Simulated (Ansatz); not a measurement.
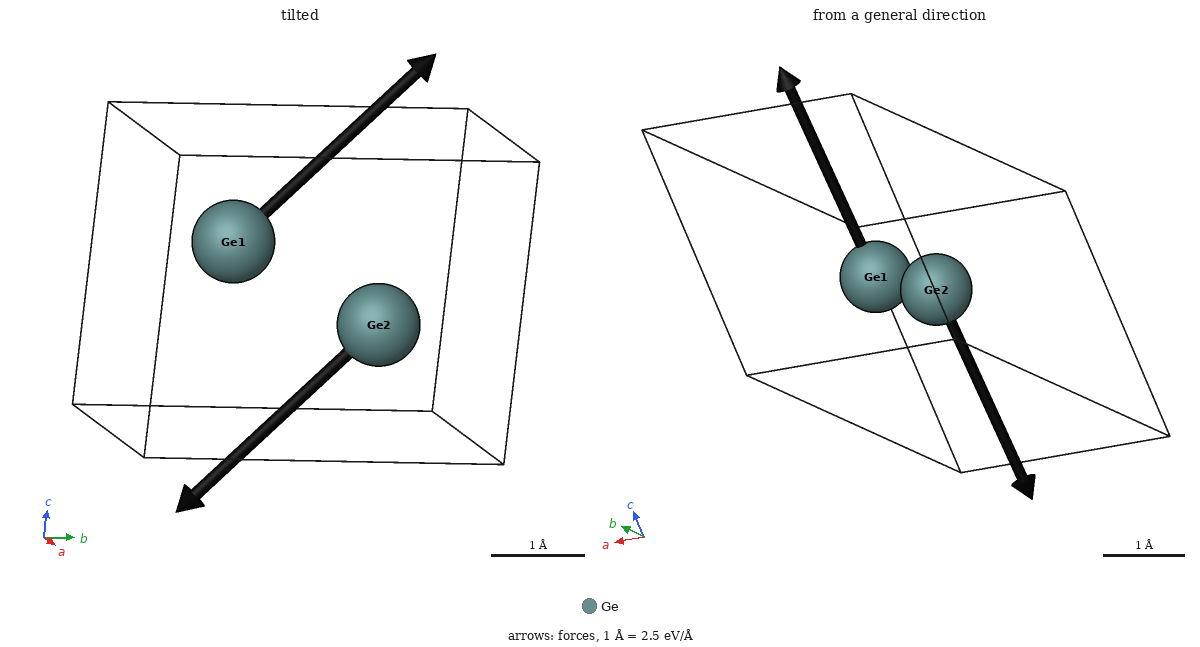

Structure drawing (spheres-only), viewed slightly off an axis and from a general direction. Lines trace the edges of the cell (the run's own, in a reduced setting). The arrows are the computed forces on the atoms.

System: Ge. Setup: DFT r2SCAN, scalar-relativistic, plane waves, PAW (Ansatz 0.2.0); plane-wave cutoff 500 eV, k-points about 0.18 Å⁻¹ apart, Gaussian smearing of 0.15 eV, no spin polarisation.

Q: Are the forces small enough to call this converged?

A: No. The atoms still feel forces of up to about 6.4 eV/Å, far above a usual threshold of 0.01 to 0.03 eV/Å.

Q: Where does the largest force act?

A: Ge1 and Ge2, about 6.4 eV/Å.

It derives from a structure listed in the Materials Project. The cell was then strained or its atoms displaced on purpose. A calculation with Ansatz used it as input.
